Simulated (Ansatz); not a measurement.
A structure file:

```cif
data_structure
_symmetry_space_group_name_H-M 'P 1'
_symmetry_Int_Tables_number 1
_cell_length_a 2.4296
_cell_length_b 2.4677
_cell_length_c 4.1420
_cell_angle_alpha 90.000
_cell_angle_beta 107.055
_cell_angle_gamma 90.000
_cell_volume 23.74
loop_
_atom_site_label
_atom_site_type_symbol
_atom_site_fract_x
_atom_site_fract_y
_atom_site_fract_z
_atom_site_occupancy
Cu1 Cu 0.94351 0.71806 0.74901 1
Cu2 Cu 0.05649 0.28194 0.25099 1
```

What crystal do these data define?

The element is copper. The structure has P-1 (No. 2) symmetry and a primitive triclinic lattice. The cell holds two atoms. The numbers of neighbours within bonding distance are Cu 7. Not all metal-metal contacts are counted.

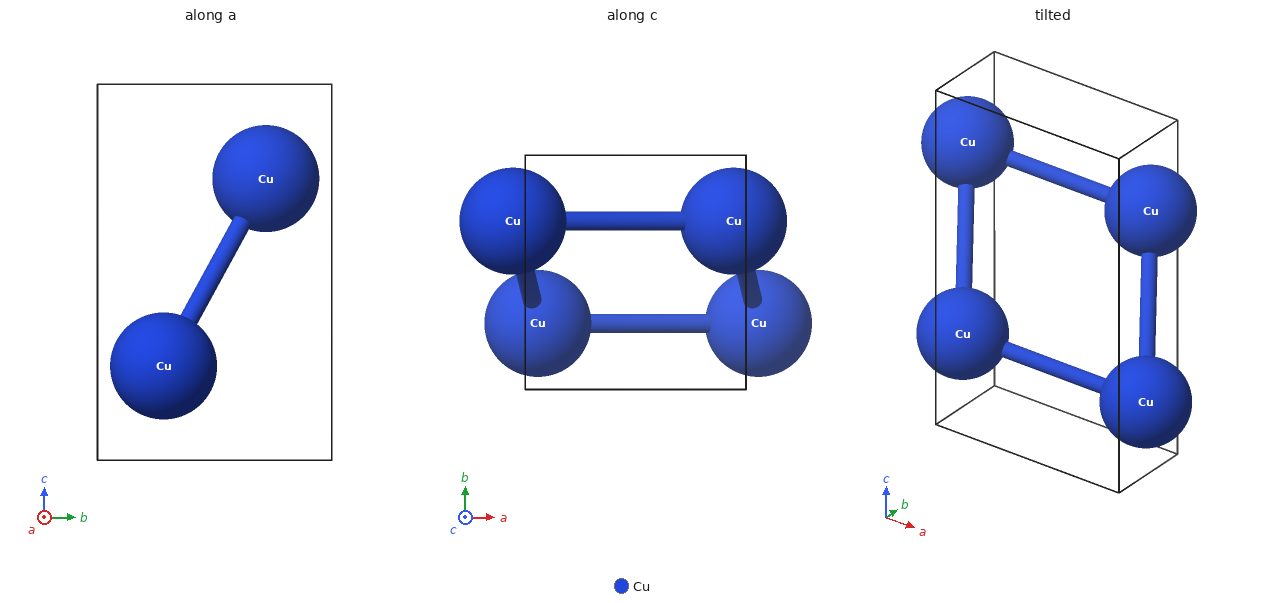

View along the a axis, along the c axis and slightly off an axis, drawn as a ball-and-stick model. Lines trace the edges of the conventional unit cell. Colours: copper blue.

Its origin is a structure listed in the Materials Project. The cell was then strained or its atoms displaced on purpose. An electronic-structure calculation with Ansatz was run on it.

At this level of theory the run's own cell isn't at rest (forces up to 0.7 eV/Å), so its distances can differ from those at equilibrium, the more so the softer the solid.
